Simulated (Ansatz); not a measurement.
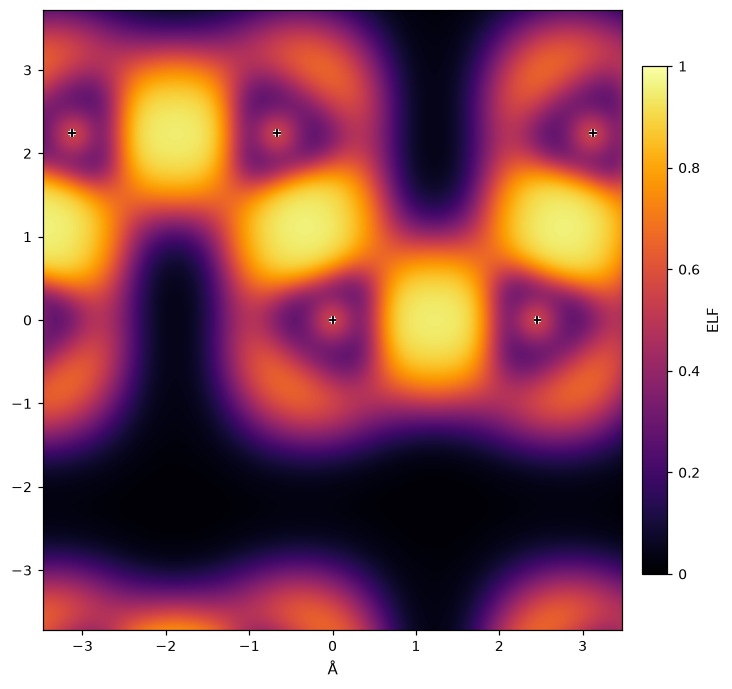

The electron localisation function on a plane through atoms (crosses mark nuclei in the plane).

Level of theory: DFT PBE, scalar-relativistic, plane waves, PAW in Ansatz.

Candidates:
A. Si, a = 3.89 Å, b = 3.89 Å, c = 6.25 Å, α = 90.00°, β = 90.00°, γ = 120.00°. Space group P6₃/mmc; a point of a scan over the structure, not its minimum; a structure from a database of computed crystals, not necessarily the ambient phase; changed on purpose from its base cell (shift of Si1 along [0 0 1], its symmetry partners moved alike: -0.060 A in the relaxed cell; c/a of the conventional cell at fixed volume 1.6097); not relaxed (largest force 1.1 eV/Å); PAW files of the earlier set (soft_1).
B. MgO, a = 3.28 Å, b = 3.28 Å, c = 10.51 Å, α = 90.00°, β = 90.00°, γ = 120.00°. Space group P6₃mc; a structure from a database of computed crystals, not necessarily the ambient phase; PAW files of the earlier set (soft_1).

Which system is this?

Candidate A: Si on the (110) plane of the conventional cell, which holds Si. Si–Si (2.34 Å): the ELF peaks at about 0.95 between the atoms. Si–Si (2.46 Å): the ELF peaks at about 0.95 between the atoms.
